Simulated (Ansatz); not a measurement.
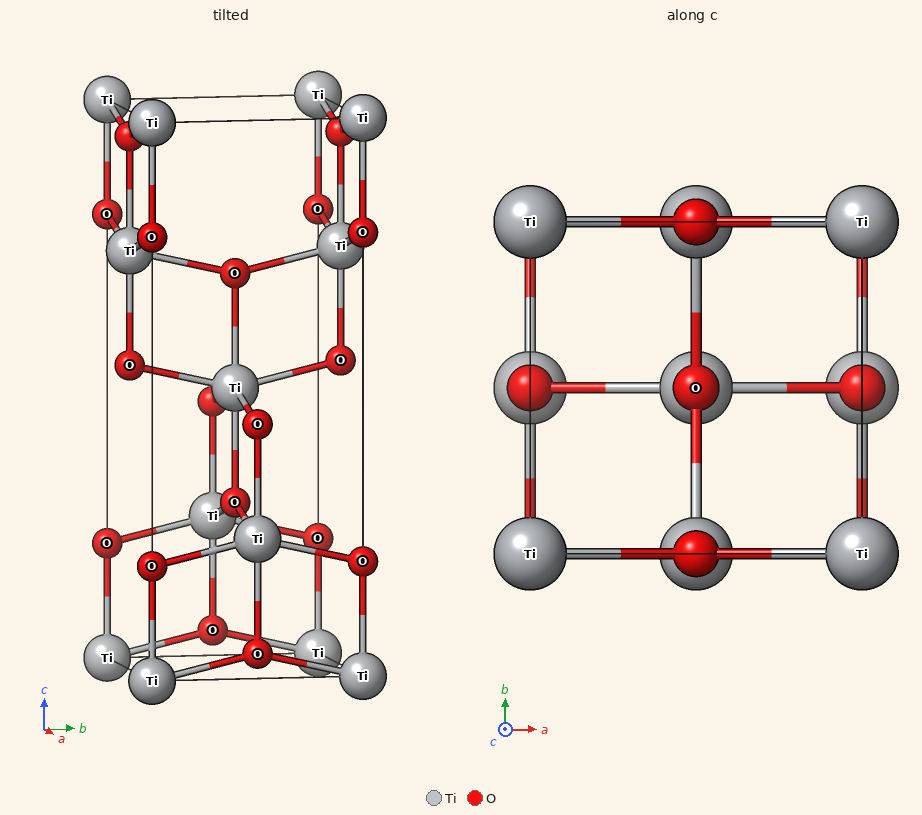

Shown here is a ball-and-stick view of the crystal, taken slightly off an axis and along the c axis. The outline marks the conventional unit cell.

TiO2, anatase, space group I4_1/amd (No. 141), a = 3.738 Å, b = 3.738 Å, c = 9.738 Å, α = 90.00°, β = 90.00°, γ = 90.00°. The structure comes from a structure listed in the Materials Project. The cell was then strained or its atoms displaced on purpose. It was run through Ansatz as a DFT input.

This one geometry was computed with Ansatz (DFT, plane waves, PAW) at three levels of theory: HSE06, r2SCAN and PBE. It was relaxed with r2SCAN and then strained.

Which level gives the highest pressure at this volume, and what does that say about its equilibrium volume?

Highest: PBE (6.7 GPa), which points to the largest equilibrium volume. Lowest, with the smallest volume: HSE06 (-0.5 GPa). Levels within 0.5 GPa of each other can't be told apart.

How does the band gap change with the level of theory?

PBE: a gap of 2.25 eV, indirect; r2SCAN: a gap of 2.64 eV, indirect; HSE06: a gap of 3.76 eV, indirect.

Collect the results in a table.

| level | cutoff (eV) | k-mesh of the run's cell | gap (eV) | pressure (GPa) |
| --- | --- | --- | --- | --- |
| HSE06 | 420 | 4×4×4 | 3.76 | -0.5 |
| r2SCAN | 500 | 8×8×8 | 2.64 | 2.1 |
| PBE | 420 | 8×8×8 | 2.25 | 6.7 |

Gaps are taken on the k-mesh or band path of each run.
